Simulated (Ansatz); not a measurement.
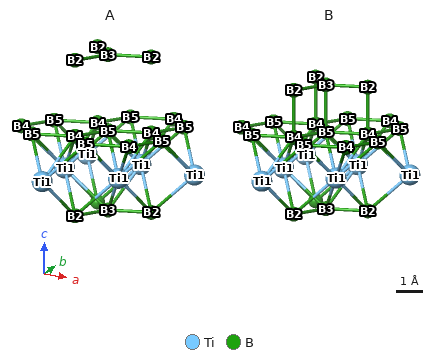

Two geometries of solid TiB4 (a generated structure, set up in P6/mmm) (coarse preliminary run), drawn at one scale. One is the start of a relaxation, the other its converged end. Style: ball-and-stick. Shown: the atoms within 4.2 Å of the atom that moves most (axes of the cell of the calculation), slightly off an axis.

Theory: Ansatz 0.2.0, DFT PBE+D3(BJ), scalar-relativistic, plane waves, PAW. Set-up: plane-wave cutoff 420 eV; k-point mesh 6 × 6 × 4; occupations gaussian; smearing width 0.1 eV; no spin polarisation; cell and atoms relaxed; force threshold 0.04 eV/Å; at most 70 steps.

Question: Which one is relaxed?

Answer: Structure B is the relaxed one. The largest moves relative to the cell, 0.27 Å, are those of B2, B3, B4 and B5. B5 goes along +c. Ti stays in place. The volume changes by −24.8 %, with a = b 3.100 → 3.012 Å (−2.8 %), c 6.260 → 4.987 Å (−20.3 %). Near-neighbour distances that change, for instance: B2–B4 3.060 → 1.895 Å, Ti1–Ti1 3.100 → 3.012 Å, Ti1–B2 2.401 → 2.327 Å, B2–B3 1.790 → 1.739 Å. The space group stays P6/mmm (No. 191). After 8 accepted moves (11 points after the start) the energy has fallen by 415 meV per atom. The largest force component goes from 0.17 to 0.0012 eV/Å. The pressure goes from −19.51 to 0.04 GPa. The line search rejected the trial step at point 5 of the run. The SCF was repeated twice at an unchanged geometry on a basis and grid sized afresh for the cell, which shifted the energy by 1.2 meV per atom at most. Cost: 13 s on 1 thread of Intel(R) Xeon(R) Platinum 8488C (Sapphire Rapids) (shared host), peak memory 0.39 GiB.
